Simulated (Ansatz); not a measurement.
# LiCl: band-structure calculation

- system: LiCl (I-4m2, 2 atoms in the cell)
- method: DFT, PBE, plane waves, PAW, no spin polarisation (Ansatz 0.2.0)

The structure was built on a prototype by a generator. The geometry comes from this level: r2SCAN (a point of a series of strains). It belongs to a series of runs on one base structure; here: uniaxial_z strain +0.5%. Figures and captions count atoms from 1; the log counts them from 0 in places.

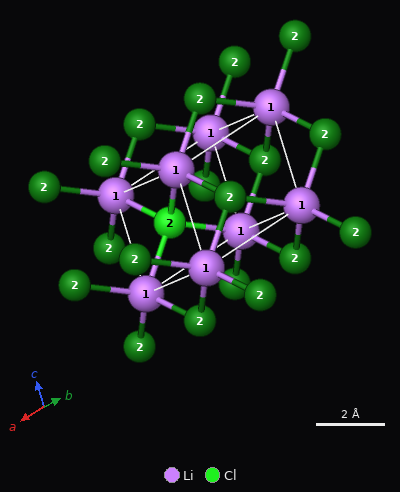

*The structure as given in the input (ball-and-stick view of the reduced cell, seen at an oblique angle; neighbours outside the cell are drawn fainter; atoms are numbered from 1 in the order of the input).*

Near neighbours in the crystal (not all of them lie inside the picture): Li has 4 Cl at 2.37 Å; Cl has 4 Li at 2.37 Å.

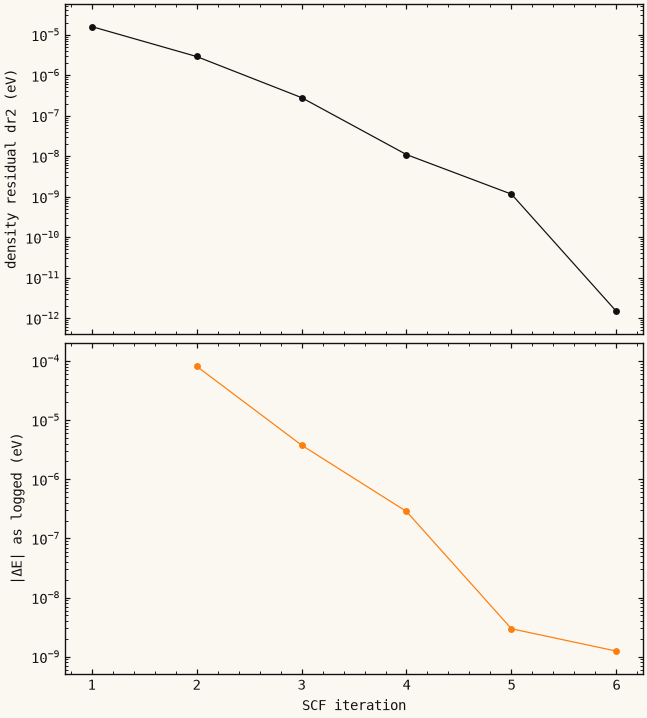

*Convergence of the self-consistent field: density residual dr2 and size of the energy change against the SCF iteration.*

The residual falls at every step.

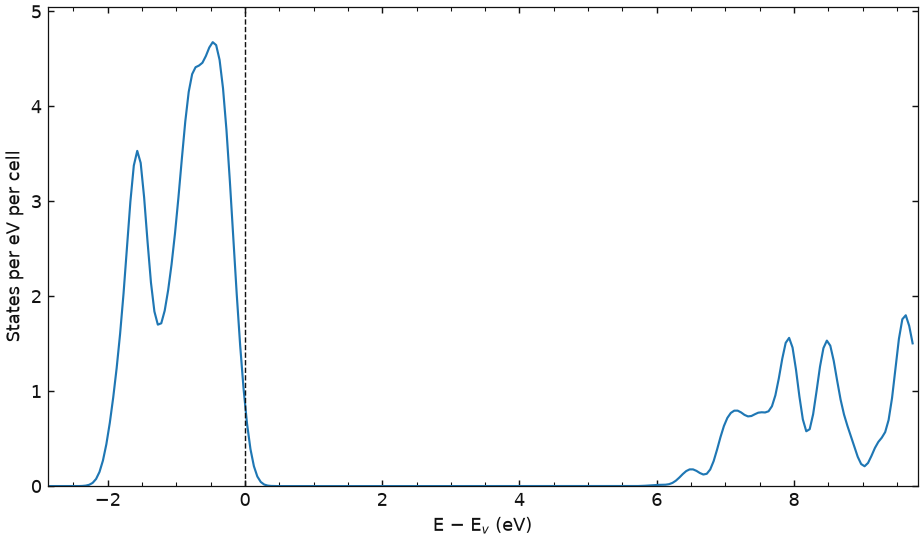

*Density of states (the curve is built from the levels of the k mesh with Gaussians 0.3 eV wide, which also blur the band edges), with energies from the valence-band top.*

There is a gap of 6.03 eV on the k-point mesh. Small ripples come from the finite k-point mesh.

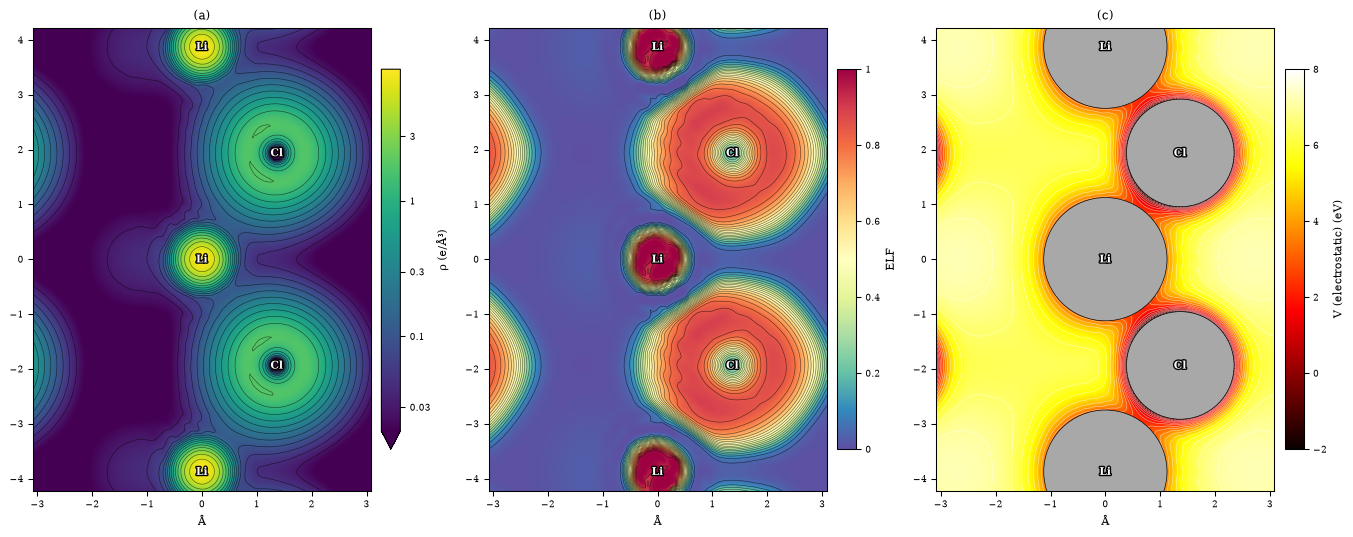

*(a) valence pseudo-density; (b) electron localisation function; (c) electrostatic potential (local pseudopotential plus Hartree) felt by an electron on the (110) plane of the conventional cell. Grey discs, where drawn, cover atomic cores.*

The plane passes through Li and Cl nuclei. Li–Cl (2.37 Å): ρ is about 0.32 e/Å³ halfway; the ELF is about 0.85 at the midpoint. Away from the nuclei the density in this plane falls to 0.006 e/Å³ at its lowest. The strong features right at Li lie inside the PAW spheres (semicore, d or f shells) and say nothing about bonding. Outside the cores the potential energy rises away from the atoms and is highest about 2.4 Å from the nearest atoms; outside the discs it spans about 9 eV, and its zero is arbitrary. Core electrons are frozen (PAW), so the fields are smoothed inside the atomic spheres.

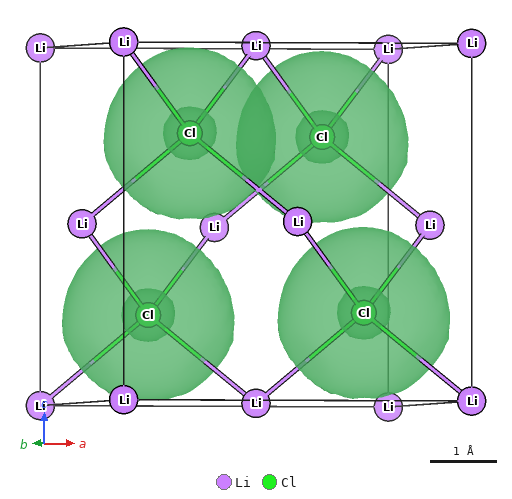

*Isosurface of the electron localisation function at 0.7 (green), seen at an oblique angle. Only the valence region is drawn (cores and ρ < 0.01 e/Å³ removed). Sticks mark near contacts. The outline is the cell set on symmetry axes.*

Along the contacts the grid gives the following. Li–Cl (2.37 Å): the ELF is about 0.85 at the midpoint.

The input and output of the run follow.

### Input file
```yaml
crystal:
  lattice:
    - [0.0, 2.7330425368, 2.7467077495]
    - [2.7330425368, 0.0, 2.7467077495]
    - [2.7330425368, 2.7330425368, 0.0]
  atoms:
    - { symbol: Li, position: [0.0, 0.0, 0.0] }
    - { symbol: Cl, position: [0.25, 0.25, 0.25] }
kpoints:
  mp_grid: { grid: [8, 8, 8] }
  band_path:
    path:
      - [0.0, 0.0, 0.0]
      - [-0.5, -0.5, 0.0]
      - [-0.375, -0.375, 0.25]
      - [-0.375, 0.0, 0.375]
      - [0.0, 0.0, 0.5]
      - [-0.5, -0.25, 0.25]
    npoints: 1
hamiltonian:
  xc: pbe
scf:
  occupations: { method: fermi_dirac, width: 0.02 }
  n_extra_bands: 4
output:
  forces: true
  stress: true
  eigenvalues: true
  write_density: true
  write_potential: true
  elf: true
  volumetric_format: npy
```

Command:
```bash
ansatz run input.yaml --threads 2 --pin off --max-ram 2211MiB --backend cpu --events-out ev --progress --plain --runs-dir out
```

### Output
```
scf.n_extra_bands = 4 over 5 filled bands (N_el = 10.0): the run solves 9 bands
Engine: ansatz 0.2.0, aarch64-unknown-linux-gnu
Pseudopotentials: kind: paw
Pseudopotential: Li, paw, valence charge 3, recommended cutoff 420 eV (normal), Li.paw.azcp
Pseudopotential: Cl, paw, valence charge 7, recommended cutoff 420 eV (normal), Cl.paw.azcp
Functional definition: PBE
  parameter kappa = 0.804
  parameter beta = 0.06672455060314922
  exchange = pbe_x(kappa = kappa, mu = beta*pi^2/3)
  correlation = pbe_c(beta = beta)
Crystal: 2 atoms, lattice volume = 41.033 Å³
Basis set: ecut = 420 eV, 837 PW (Γ), exchange–correlation on 54×54×54 points (8 copies of the dense FFT grid, shifted against one another)
Bands: 9, of which v1, the nominal top of the filled ones, is band 5 counted from 1 (4 counted from 0)
Symmetry: 8 space group operations
Space group: I-4m2 (ITA 119), of the structure as read, at distance tolerance 3.4e-5 Å
k-points: 59 of 512 (time reversal used)
Non-local potential: Li, projectors of the file, l = 0: 3, l = 1: 2, l = 2: 1
Non-local potential: Cl, projectors of the file, l = 0: 2, l = 1: 2, l = 2: 2
PAW form: soft (Blöchl's): semilocal exchange-correlation on the pseudo side does not see the compensation charge
PAW one-centre angular grid: Li, 110 points (default); XC on 64 Gauss nodes
PAW one-centre angular grid: Cl, 110 points (default); XC on 64 Gauss nodes
Initial density: superposition of atomic densities (neutral atoms: chi_scale 0, normalization atom), corrected by the library's trained network
Initial wavefunctions: pseudopotential atomic-orbital guess
Functional: x = pbe(κ = 0.804, μ = 0.2195149727645171), c = pbe(β = 0.06672455060314922)
SCF iter   1: F=—  HF=-1287.875309 eV  |F-HF|=—  |Δ(HF+E_count)|=         —  Δρ=2.77e-4  dr2=1.60e-5  ethr=1.77e-3  ⟨swp⟩=7.1  Hψ=3846  notcnv=0
preconditioner: auto → none  [insulator: Δε(μ)=6.033 eV  Ē_g=13.916 eV  σ=0.020 eV  W_gap=1.00  n_scr=8 (ndim 8)  ℏωp=16.4 eV  f_vac=0.038  D(μ)=0.00/eV (n_scr^D=0)  ε∞_Penn≈2.4]
SCF iter   2: F=—  HF=-1287.875391 eV  |F-HF|=—  |Δ(HF+E_count)|=   8.17e-5  Δρ=1.07e-4  dr2=2.91e-6  ethr=1.60e-7  ⟨swp⟩=2.8  Hψ=1475  notcnv=0
SCF iter   3: F=—  HF=-1287.875387 eV  |F-HF|=—  |Δ(HF+E_count)|=   3.78e-6  Δρ=2.74e-5  dr2=2.81e-7  ethr=2.91e-8  ⟨swp⟩=2.0  Hψ=718  notcnv=0
iter 4 did not close the SCF: its close was put off for the readings that it lacked (scf_convergence_deferred on its scf_iter line)
SCF iter   4: F=-1287.875387 eV  HF=-1287.875387 eV  |F-HF|=6.90e-9  |Δ(HF+E_count)|=   2.85e-7  Δρ=6.65e-6  dr2=1.10e-8  ethr=2.81e-9  ⟨swp⟩=2.0  Hψ=767  notcnv=0
iter 5 did not close the SCF: its close was put off for the readings that it lacked (scf_convergence_deferred on its scf_iter line)
SCF iter   5: F=-1287.875387 eV  HF=-1287.875387 eV  |F-HF|=1.39e-9  |Δ(HF+E_count)|=   2.96e-9  Δρ=2.65e-6  dr2=1.16e-9  ethr=1.10e-10  ⟨swp⟩=2.6  Hψ=777  notcnv=0
SCF iter   6: F=-1287.875387 eV  HF=-1287.875387 eV  |F-HF|=4.32e-12  |Δ(HF+E_count)|=   1.24e-9  Δρ=8.57e-8  dr2=1.47e-12  ethr=1.16e-11  ⟨swp⟩=4.1  Hψ=2368  notcnv=0
SCF 1 converged in 6 iterations: F = -1287.875387 eV  dr2 = 1.47e-12
  greatest PAW one-centre occupation: 1.000 electrons in one spin orbital (limit 2), on the Li atom at site 0 (counted from 0), in its partial waves of l = 0
NSCF: frozen V_eff on 6 k-points
SCF converged after 6 iterations
Free energy (F): -1287.875387 eV
Harris-Foulkes:  -1287.875387 eV  (|F-HF|=4.32e-12)
Internal energy: -1287.875387 eV  (E = F + TS)
E sigma→0 (E₀):  -1287.875387 eV
Fermi energy:    2.789374 eV
--- Per-component energies (eV) ---
  E_band       = -118.278736
  E_kinetic    = 183.844718
  E_local      = -397.136722  (includes V_loc(G=0)·N_el)
  E_nonlocal   = -4.653264
  E_hartree    = 123.073333
  E_xc         = -118.530018
  E_vxc        = -136.694404  (∫ρ·V_xc dr)
  E_paw        = -680.496224  (= ΣΔE_a)
  E_vpaw       = -9.785835  (= ΣTr[D̂ρ^β])
  E_aug_tail   = 0.000101  (compensation charges beyond the density's cutoff)
  E_ewald      = -393.977310
  E_smearing   = -0.000000  (= −TS)
  E_closure    = 0.000000  (closes the sum)
  Σ components = -1287.875387   (vs F -1287.875387, Δ=0.00e0)
--- Forces (eV/Å), atoms counted from 1 ---
  atom   1  Li     0.00000000     0.00000000    -0.00000000
  atom   2  Cl     0.00000000     0.00000000     0.00000000
  max |Σ_I F_I| component: 1.39e-16 eV/Å
--- Stress (GPa, compression-positive) ---
        0.580881       0.000000       0.000000
        0.000000       0.580881       0.000000
        0.000000       0.000000       0.533111
  P = ⅓ Tr σ = 0.5650 GPa (5.650 kbar)
--- Band table (eV; the first three rows and the last of 59) ---
  k-point 0: bands = ["-43.0743", "-12.9677", "-0.2497", "-0.2405", "-0.2405", "5.7884", "9.8555", "9.8626", "9.8626"]
  k-point 1: bands = ["-43.0741", "-12.9273", "-0.6128", "-0.2931", "-0.2851", "6.1961", "9.9616", "10.0277", "10.0353"]
  k-point 2: bands = ["-43.0736", "-12.8266", "-1.3713", "-0.4005", "-0.3882", "7.0588", "10.1675", "10.2349", "10.2561"]
  k-point 58: bands = ["-43.0723", "-12.5884", "-1.8874", "-1.0657", "-1.0657", "6.3948", "9.3576", "13.1661", "13.6493"]
```

### File bands.tsv
```
# k_distance	band_0	band_1	band_2	band_3	band_4	band_5	band_6	band_7	band_8
# fermi_ev = 2.789374
# lock_threshold_ev = 1e-6
# [0, 0, 0] at k_distance = 0.000000
# [-0.5, -0.5, 0] at k_distance = 1.143767
# [-0.375, -0.375, 0.25] at k_distance = 1.550171
# [-0.375, 0, 0.375] at k_distance = 2.253502
# [0, 0, 0.5] at k_distance = 2.956833
# [-0.5, -0.25, 0.25] at k_distance = 3.767622
# levels_relative_to = fermi_ev
# free_energy_ev = -1287.875387
# largest_residual_norms_ev = 4.134e-4 2.998e-4 1.018e-3 1.129e-3 1.308e-3 5.859e-4 8.170e-4 9.832e-4 6.076e-4
0.000000	-45.863686	-15.757071	-3.039123	-3.029840	-3.029840	2.999029	7.066126	7.073226	7.073226
1.143767	-45.861713	-15.377790	-4.676736	-3.855027	-3.855027	3.605448	6.568200	10.376753	10.859960
1.550171	-45.861748	-15.381356	-4.534154	-4.259283	-3.681862	4.603788	7.164488	9.326390	9.433144
2.253502	-45.861733	-15.378091	-4.528099	-4.260581	-3.699079	4.587424	7.143342	9.372924	9.417696
2.956833	-45.862190	-15.464603	-5.050061	-3.331148	-3.313271	5.309747	7.220465	7.263226	7.693138
3.767622	-45.861700	-15.371152	-4.434173	-4.158219	-4.009877	5.104430	7.679607	7.774459	8.766580
```

### File rho_z.tsv
```
# z_ang	rho[e/angstrom^3]
# format = ansatz-planar-average/11
# lattice	0.000000000	2.733042537	2.746707750
# lattice	2.733042537	0.000000000	2.746707750
# lattice	2.733042537	2.733042537	0.000000000
# sites	2
# site	3	0.000000000	0.000000000	0.000000000
# site	17	1.366521268	1.366521268	1.373353875
0.000000	4.338912e-1
0.143152	4.603481e-1
0.286304	4.482864e-1
0.429456	4.229586e-1
0.572608	4.033796e-1
0.715760	3.925642e-1
0.858912	3.847867e-1
1.002064	3.782983e-1
1.145217	3.737836e-1
1.288369	3.653097e-1
1.431521	3.426834e-1
1.574673	3.011371e-1
1.717825	2.463708e-1
1.860977	1.903835e-1
2.004129	1.423445e-1
2.147281	1.050515e-1
2.290433	7.768209e-2
2.433585	5.849393e-2
2.576737	4.581638e-2
2.719889	3.841210e-2
2.863041	3.589749e-2
3.006193	3.847050e-2
3.149345	4.979353e-2
3.292498	8.246454e-2
3.435650	1.508957e-1
3.578802	2.521035e-1
3.721954	3.584329e-1
```

### Key numbers

```json
{"quantity": "outcome", "value": "converged"}
{"quantity": "space group (tolerance 0.01 Å)", "value": "I-4m2 (119)"}
{"quantity": "electrons treated", "value": "10"}
{"quantity": "free energy", "value": "−1287.8754 eV"}
{"quantity": "Fermi energy", "value": "2.789 eV"}
{"quantity": "gap on the k-point mesh", "value": "6.03 eV"}
{"quantity": "pressure", "value": "0.56 GPa"}
{"quantity": "largest force (length of the vector)", "value": "under 0.001 eV/Å"}
{"quantity": "hardware", "value": "2 threads of Arm Neoverse N1, 98 GiB of memory available, shared host"}
{"quantity": "wall time", "value": "3 s (CPU time 5.4 s)"}
{"quantity": "peak memory", "value": "0.3 GiB"}
```
